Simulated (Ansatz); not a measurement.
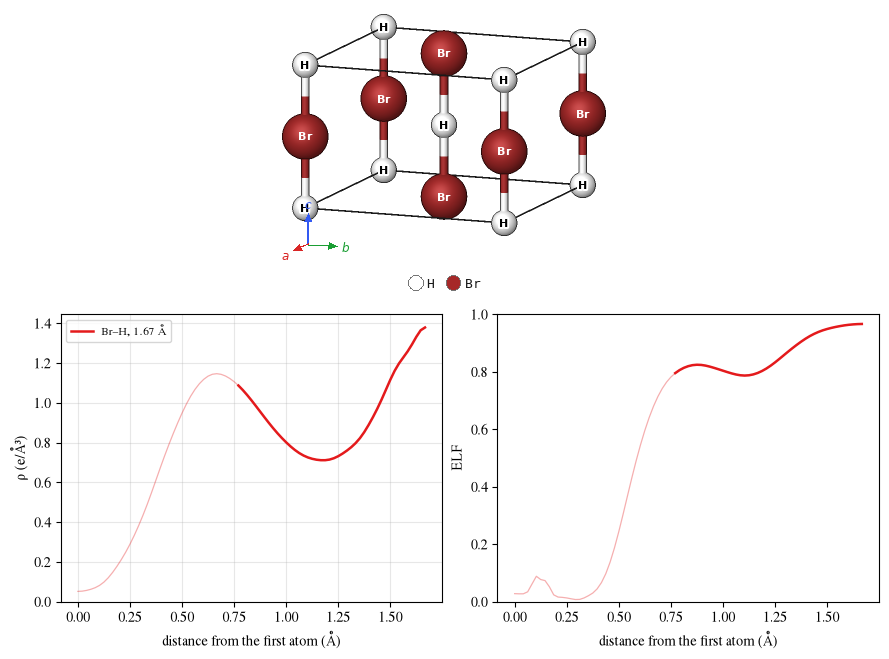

HBr. Valence electron density and ELF along straight lines between neighbouring atoms. Thin, pale parts lie inside the atomic spheres. The structure is drawn too.

Space group I4/mmm.

The calculation used DFT LDA, scalar-relativistic, plane waves, PAW (Ansatz 0.2.0).

Core electrons are frozen (PAW), and the valence fields are smoothed inside the atomic spheres.

Question: What can be read from the curves?

Answer: Br–H (1.67 Å): ρ at the midpoint is about 1 e/Å³; the ELF climbs to about 0.95 towards the hydrogen, as it does in any bond to H.
